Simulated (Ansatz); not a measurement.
Geometry relaxation of Sn (part 2 of 2)

Sn (slab, 10 atoms in the cell); DFT PBE, scalar-relativistic, plane waves, PAW, no spin polarisation (Ansatz 0.2.0); cutoff 420 eV, 8×5×1 k-mesh, Gaussian smearing of 0.1 eV. The structure derives from an entry of the Crystallography Open Database. It belongs to a series of runs on one base structure; here: (1 1 0) slab, atoms relaxed.

**Output, continued**
```
--- Forces (eV/Å), atoms counted from 1 ---
  atom   1  Sn     0.00000000     0.01071493    -0.00072022
  atom   2  Sn     0.00000000    -0.01071493    -0.00072022
  atom   3  Sn     0.00000000     0.00057841    -0.00414402
  atom   4  Sn     0.00000000    -0.00057841    -0.00414402
  atom   5  Sn     0.00000000     0.00010926     0.00000025
  atom   6  Sn     0.00000000    -0.00010926     0.00000025
  atom   7  Sn     0.00000000     0.00057816     0.00414391
  atom   8  Sn     0.00000000    -0.00057816     0.00414391
  atom   9  Sn     0.00000000     0.01071486     0.00072003
  atom  10  Sn     0.00000000    -0.01071486     0.00072003
  max |Σ_I F_I| component: 1.14e-7 eV/Å
--- Band table (eV; the first three rows and the last of 15) ---
  k-point 0: bands = ["-20.5187", "-20.5141", "-20.5130", "-20.4607", "-20.4570", "-20.4389", "-20.4375", "-20.4325", "-20.4064", "-20.4016", "-20.4007", "-20.3494", "-20.3457", "-20.3417", "-20.3398", "-20.3334", "-20.3210", "-20.3067", "-20.2983", "-20.2879", "-20.2759", "-20.2720", "-20.2390", "-20.2324", "-20.2189", "-20.2135", "-20.2063", "-20.2056", "-20.1964", "-20.1867", "-20.1865", "-20.1676", "-20.1517", "-20.1464", "-20.1410", "-20.1263", "-20.1213", "-20.1203", "-20.0945", "-20.0944", "-20.0915", "-20.0893", "-20.0456", "-20.0451", "-20.0439", "-20.0435", "-20.0175", "-20.0154", "-19.9507", "-19.9507", "-8.7900", "-8.2246", "-7.4921", "-6.7083", "-6.2773", "-5.8718", "-5.1228", "-3.9425", "-2.4220", "-1.6403", "-1.5803", "-0.9148", "-0.8766", "-0.8208", "-0.4332", "-0.2607", "0.1319", "0.7544", "0.9923", "1.0944", "1.4271", "1.7846", "2.1606", "2.2847", "2.4584", "2.8072", "2.8385", "3.0665", "3.5383", "3.8107", "4.2170", "4.4838", "4.5484", "4.6220"]
  k-point 1: bands = ["-20.5139", "-20.5114", "-20.5113", "-20.4645", "-20.4564", "-20.4429", "-20.4391", "-20.4278", "-20.4129", "-20.4004", "-20.3927", "-20.3624", "-20.3525", "-20.3488", "-20.3411", "-20.3228", "-20.3170", "-20.3138", "-20.3099", "-20.2880", "-20.2648", "-20.2628", "-20.2370", "-20.2319", "-20.2172", "-20.2160", "-20.2123", "-20.2028", "-20.1979", "-20.1842", "-20.1736", "-20.1689", "-20.1675", "-20.1390", "-20.1358", "-20.1249", "-20.1220", "-20.1160", "-20.0939", "-20.0936", "-20.0906", "-20.0904", "-20.0472", "-20.0468", "-20.0433", "-20.0430", "-20.0200", "-20.0186", "-19.9518", "-19.9517", "-8.6746", "-8.1268", "-7.4703", "-7.0093", "-6.9491", "-5.0349", "-4.9018", "-4.1170", "-2.8478", "-1.6135", "-1.3551", "-1.1748", "-0.7934", "-0.5026", "-0.3411", "0.1461", "0.2175", "0.6127", "0.7493", "1.1374", "1.3081", "1.4234", "2.0721", "2.3552", "2.3731", "2.5783", "2.6337", "3.2481", "3.9780", "4.1370", "4.2914", "4.3121", "4.4357", "4.9291"]
  k-point 2: bands = ["-20.5084", "-20.5065", "-20.5011", "-20.4811", "-20.4485", "-20.4472", "-20.4399", "-20.4262", "-20.4188", "-20.4029", "-20.3783", "-20.3695", "-20.3636", "-20.3520", "-20.3451", "-20.3278", "-20.3268", "-20.3247", "-20.3167", "-20.2690", "-20.2458", "-20.2397", "-20.2357", "-20.2338", "-20.2327", "-20.2275", "-20.2267", "-20.1970", "-20.1814", "-20.1746", "-20.1738", "-20.1712", "-20.1675", "-20.1431", "-20.1339", "-20.1316", "-20.1112", "-20.1085", "-20.1009", "-20.0966", "-20.0834", "-20.0804", "-20.0551", "-20.0550", "-20.0379", "-20.0377", "-20.0259", "-20.0257", "-19.9535", "-19.9534", "-8.3331", "-7.8471", "-7.7783", "-7.4100", "-7.4019", "-4.4911", "-4.4807", "-3.8423", "-3.4700", "-2.6621", "-0.6890", "-0.4992", "-0.4420", "-0.0842", "-0.0775", "0.0854", "0.2123", "0.2788", "0.5705", "0.6602", "0.8847", "1.1784", "1.9598", "2.2331", "2.4631", "2.5958", "2.8285", "3.2337", "3.9597", "4.1044", "4.5754", "4.6412", "4.9111", "4.9355"]
  k-point 14: bands = ["-20.5238", "-20.5238", "-20.5099", "-20.5099", "-20.4466", "-20.4466", "-20.4386", "-20.4386", "-20.3804", "-20.3804", "-20.3568", "-20.3568", "-20.3427", "-20.3427", "-20.3094", "-20.3094", "-20.2912", "-20.2912", "-20.2870", "-20.2870", "-20.2635", "-20.2635", "-20.2512", "-20.2512", "-20.2497", "-20.2497", "-20.2233", "-20.2233", "-20.1955", "-20.1955", "-20.1587", "-20.1587", "-20.1482", "-20.1482", "-20.1381", "-20.1381", "-20.1374", "-20.1374", "-20.1045", "-20.1045", "-20.0998", "-20.0998", "-20.0513", "-20.0513", "-20.0507", "-20.0507", "-19.9644", "-19.9644", "-19.9640", "-19.9640", "-7.3109", "-7.3109", "-6.7064", "-6.7064", "-5.9169", "-5.9169", "-5.1696", "-5.1696", "-4.8949", "-4.8949", "-1.3969", "-1.3969", "-1.3967", "-1.3967", "-0.5739", "-0.5739", "-0.4701", "-0.4701", "0.4590", "0.4590", "1.1541", "1.1541", "2.6060", "2.6060", "3.3439", "3.3439", "4.0279", "4.0279", "4.3617", "4.3617", "4.8510", "4.8510", "5.4201", "5.4201"]
--- Relaxed structure (3 steps of the walk, 2 accepted, 0 SCFs on fresh bases) ---
  F+E_penalty+E_count = -60239.23131678 eV   max|allowed force component| = 1.071e-2 eV/Å
  atoms:
    - { symbol: Sn, position: [0.5, 0.0024707586023069252, 0.3067906682123947] }
    - { symbol: Sn, position: [-1.91806876225461e-37, 0.24752924139769303, 0.3067906682123947] }
    - { symbol: Sn, position: [-1.91806876225461e-37, 0.49851485571520926, 0.4030799104340581] }
    - { symbol: Sn, position: [0.5, 0.7514851442847905, 0.4030799104340581] }
    - { symbol: Sn, position: [0.5, 0.0015489360538615384, 0.4999999977518201] }
    - { symbol: Sn, position: [-1.91806876225461e-37, 0.24845106394613845, 0.4999999977518201] }
    - { symbol: Sn, position: [-1.91806876225461e-37, 0.49851485373005644, 0.5969200886960602] }
    - { symbol: Sn, position: [0.5, 0.7514851462699434, 0.5969200886960602] }
    - { symbol: Sn, position: [0.5, 0.0024707524515615673, 0.693209334905667] }
    - { symbol: Sn, position: [-1.91806876225461e-37, 0.24752924754843839, 0.693209334905667] }
```

**Trajectory as extended XYZ (Å, eV, eV/Å), 3 frames, from step=1 to step=3**
```
10
Lattice="4.7067 0.0000 0.0000 0.0000 6.6563 0.0000 0.0000 0.0000 24.4134" Properties=species:S:1:pos:R:3:forces:R:3 step=1 energy=-60239.22345
Sn    2.3534    0.0000    7.5000    0.0000   0.1240  -0.0102
Sn    0.0000    1.6641    7.5000    0.0000  -0.1240  -0.0102
Sn    0.0000    3.3281    9.8534    0.0000  -0.0482  -0.0304
Sn    2.3534    4.9922    9.8534    0.0000   0.0482  -0.0304
Sn    2.3534    0.0000   12.2067    0.0000   0.1328   0.0000
Sn    0.0000    1.6641   12.2067    0.0000  -0.1328   0.0000
Sn    0.0000    3.3281   14.5601    0.0000  -0.0482   0.0304
Sn    2.3534    4.9922   14.5601    0.0000   0.0482   0.0304
Sn    2.3534    0.0000   16.9134    0.0000   0.1240   0.0102
Sn    0.0000    1.6641   16.9134    0.0000  -0.1240   0.0102
10
Lattice="4.7067 0.0000 0.0000 0.0000 6.6563 0.0000 0.0000 0.0000 24.4134" Properties=species:S:1:pos:R:3:forces:R:3 step=2 energy=-60239.22189 accepted=F
Sn    2.3534    0.0298    7.4730    0.0000  -0.0888   0.0104
Sn    0.0000    1.6343    7.4730    0.0000   0.0888   0.0104
Sn    0.0000    3.3028    9.8281    0.0000   0.0836   0.0243
Sn    2.3534    5.0176    9.8281    0.0000  -0.0836   0.0243
Sn    2.3534    0.0291   12.2067    0.0000  -0.2076   0.0000
Sn    0.0000    1.6350   12.2067    0.0000   0.2076   0.0000
Sn    0.0000    3.3028   14.5854    0.0000   0.0836  -0.0243
Sn    2.3534    5.0176   14.5854    0.0000  -0.0836  -0.0243
Sn    2.3534    0.0298   16.9405    0.0000  -0.0888  -0.0104
Sn    0.0000    1.6343   16.9405    0.0000   0.0888  -0.0104
10
Lattice="4.7067 0.0000 0.0000 0.0000 6.6563 0.0000 0.0000 0.0000 24.4134" Properties=species:S:1:pos:R:3:forces:R:3 step=3 energy=-60239.23132
Sn    2.3534    0.0164    7.4898    0.0000   0.0107  -0.0007
Sn    0.0000    1.6476    7.4898    0.0000  -0.0107  -0.0007
Sn    0.0000    3.3183    9.8406    0.0000   0.0006  -0.0041
Sn    2.3534    5.0021    9.8406    0.0000  -0.0006  -0.0041
Sn    2.3534    0.0103   12.2067    0.0000   0.0001   0.0000
Sn    0.0000    1.6538   12.2067    0.0000  -0.0001   0.0000
Sn    0.0000    3.3183   14.5729    0.0000   0.0006   0.0041
Sn    2.3534    5.0021   14.5729    0.0000  -0.0006   0.0041
Sn    2.3534    0.0164   16.9236    0.0000   0.0107   0.0007
Sn    0.0000    1.6476   16.9236    0.0000  -0.0107   0.0007
```

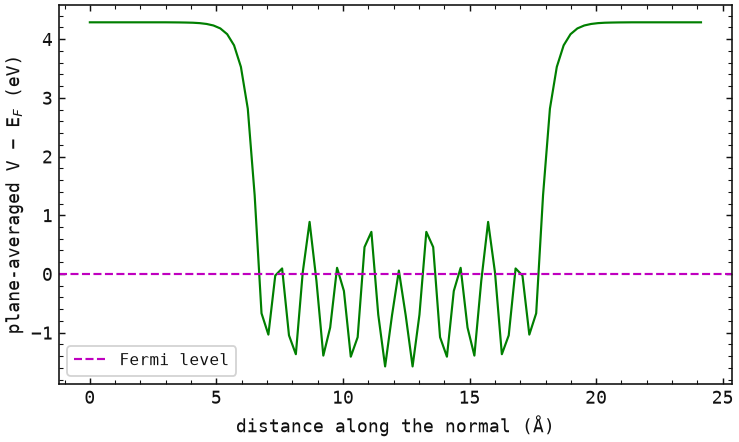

Plane average of the electrostatic potential energy of an electron across the cell, from the Fermi level. The vacuum level lies 4.29 eV above the Fermi level.

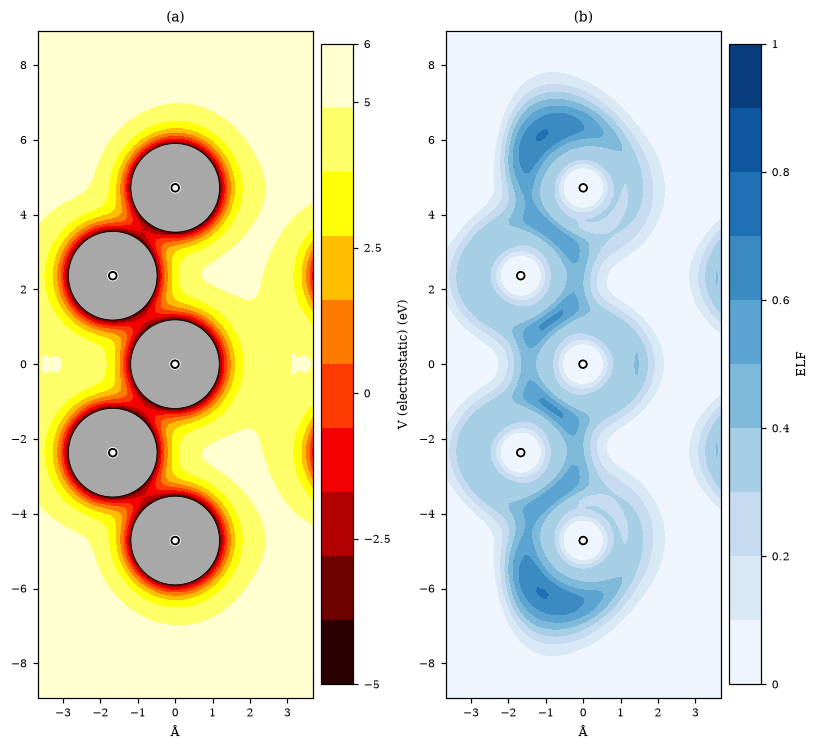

(a) electrostatic potential energy of an electron; (b) ELF on the (100) plane of the calculation cell, a cut from vacuum to vacuum. Circles mark the nuclei in the plane (Sn). Grey discs, where drawn, cover atomic cores. Atoms in the plane: Sn. Sn–Sn (2.88 Å): the ELF is about 0.60 at the midpoint, as expected for metallic bonding. Core electrons are frozen (PAW), so the fields are smoothed inside the atomic spheres.

The run was set up as follows.

**Input**
```yaml
crystal:
  lattice:
    - [4.7067116633, 0.0, 0.0]
    - [0.0, 6.6562954684, 0.0]
    - [0.0, 0.0, 24.4134233266]
  atoms:
    - { symbol: Sn, position: [0.5, 0.0, 0.3072080429] }
    - { symbol: Sn, position: [0.0, 0.25, 0.3072080429] }
    - { symbol: Sn, position: [0.0, 0.5, 0.4036040214] }
    - { symbol: Sn, position: [0.5, 0.75, 0.4036040214] }
    - { symbol: Sn, position: [0.5, 0.0, 0.5] }
    - { symbol: Sn, position: [0.0, 0.25, 0.5] }
    - { symbol: Sn, position: [0.0, 0.5, 0.5963959786] }
    - { symbol: Sn, position: [0.5, 0.75, 0.5963959786] }
    - { symbol: Sn, position: [0.5, 0.0, 0.6927919571] }
    - { symbol: Sn, position: [0.0, 0.25, 0.6927919571] }
basis:
  ecutwfc: 420
kpoints:
  mp_grid: { grid: [8, 5, 1] }
hamiltonian:
  xc: pbe
scf:
  occupations: { method: gaussian, width: 0.1 }
output:
  forces: true
  eigenvalues: true
  write_density: true
  write_potential: true
  elf: true
  volumetric_format: npy
relax:
  adjacent_minimum: "off"
  f_tol: 0.02
  max_steps: 60
efield:
  axis: 3
  dipole_correction: true
  ramp_width: 0.04
```

Command:
```bash
ansatz run input.yaml --threads 1 --pin off --max-ram 2560MiB --backend cpu --events-out ev --progress --plain --runs-dir out
```

**Summary**

```tsv
quantity	value
outcome	converged
electrons treated	140
free energy	−60239.2313 eV
work function, top face	4.29 eV
work function, bottom face	4.29 eV
Fermi energy	1.038 eV
gap on the k-point mesh	none (metallic)
final volume	764.85 Å³
work function (upper face)	4.29 eV
largest force (length of the vector) at the end	0.011 eV/Å
hardware	1 thread of Intel Xeon @ 2.50GHz (Skylake/Cascade Lake), 189 GiB of memory available, shared host
wall time	7.3 min
peak memory	1.2 GiB
```

The program warns: the exchange-correlation potential is rough where the density is thin.
